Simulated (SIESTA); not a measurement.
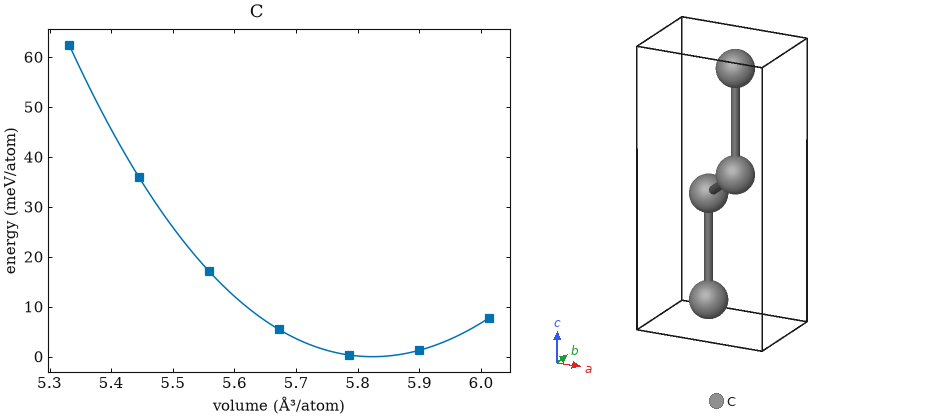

The figure shows the energy against volume for C, space group P6_3/mmc (No. 194). The conventional cell is drawn beside the plot.

Starting cell:
```yaml
crystal:
  lattice:
    - [2.52210, 0.00000, 0.00000]
    - [-1.26105, 2.18420, 0.00000]
    - [0.00000, 0.00000, 4.11860]
  atoms:
    - { symbol: C, position: [0.66667, 0.33333, 0.93750] }
    - { symbol: C, position: [0.33333, 0.66667, 0.43750] }
    - { symbol: C, position: [0.66667, 0.33333, 0.56250] }
    - { symbol: C, position: [0.33333, 0.66667, 0.06250] }
```

Computed with SIESTA 5.4.2: DFT in numerical atomic orbitals with pseudopotentials, no spin polarisation; energies at scaled volumes of the given cell, shape and fractions fixed, counted from the fit's minimum, third-order Birch-Murnaghan fit. Level: PBE.

- k mesh: 12×12×7
- occupations: Fermi–Dirac
- smearing width: 0.05 eV
- potentials: PseudoDojo 0.4 standard, converted to PSML, two zetas on semicore shells
- program settings: basis DZP, mesh cutoff 500 Ry

From this curve and the settings, what does the calculation give for the pressure at the same points?

The pressure falls from 43.31 GPa at volume 5.3318 Å³/atom to −12.81 GPa at 6.0124 Å³/atom, and changes sign near 5.82 Å³/atom.

```json
{"volume (Å³/atom)": "5.3318", "pressure (GPa)": "43.31"}
{"volume (Å³/atom)": "5.4452", "pressure (GPa)": "31.86"}
{"volume (Å³/atom)": "5.5587", "pressure (GPa)": "21.38"}
{"volume (Å³/atom)": "5.6721", "pressure (GPa)": "11.70"}
{"volume (Å³/atom)": "5.7856", "pressure (GPa)": "2.80"}
{"volume (Å³/atom)": "5.8990", "pressure (GPa)": "-5.34"}
{"volume (Å³/atom)": "6.0124", "pressure (GPa)": "-12.81"}
```

Keep in mind: mulliken charges of long orbitals; shape and atomic fractions are frozen while scaling, which makes layered, chain and framework solids too stiff.
